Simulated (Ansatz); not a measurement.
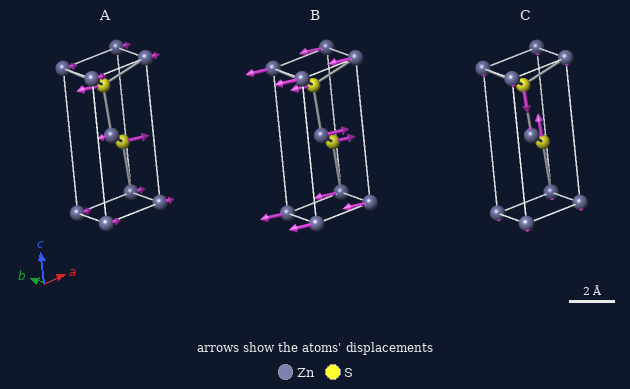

Three modes of crystalline ZnS at the zone centre of a doubled cell, in no order (one member of each degenerate set). Displacements are drawn as pink arrows; their common scale and sign are arbitrary. A ball-and-stick model of the cell of the calculation, seen slightly off an axis.

The calculation used DFT r2SCAN, scalar-relativistic, plane waves, PAW (Ansatz 0.2.0). Set-up: plane-wave cutoff 500 eV; k-point mesh 6 × 6 × 8; occupations gaussian; smearing width 0.05 eV; no spin polarisation.

Frequencies are those without the non-analytic (LO–TO) term.

**Order them from the lowest to the highest frequency (imaginary ones first).**

B (72 cm⁻¹), A (289 cm⁻¹), C (338 cm⁻¹). B, doubly degenerate: All motion is along [2 −1 0] of the drawn cell; atoms of one kind move against one another, with no net shift of any sublattice; it mainly bends the S–Zn bonds; the kinetic energy is shared as Zn 76 %, S 24 %. A, doubly degenerate: All motion is along [2 −1 0] of the drawn cell; atoms of one kind move against one another, with no net shift of any sublattice; it stretches the shortest S–Zn bonds (2.33 Å); the kinetic energy is shared as S 76 %, Zn 24 %. C, non-degenerate: All motion is along [1 1 −3] of the drawn cell; atoms of one kind move against one another, with no net shift of any sublattice; it stretches the shortest S–Zn bonds (2.33 Å); the kinetic energy is shared as S 97 %, Zn 3 %.
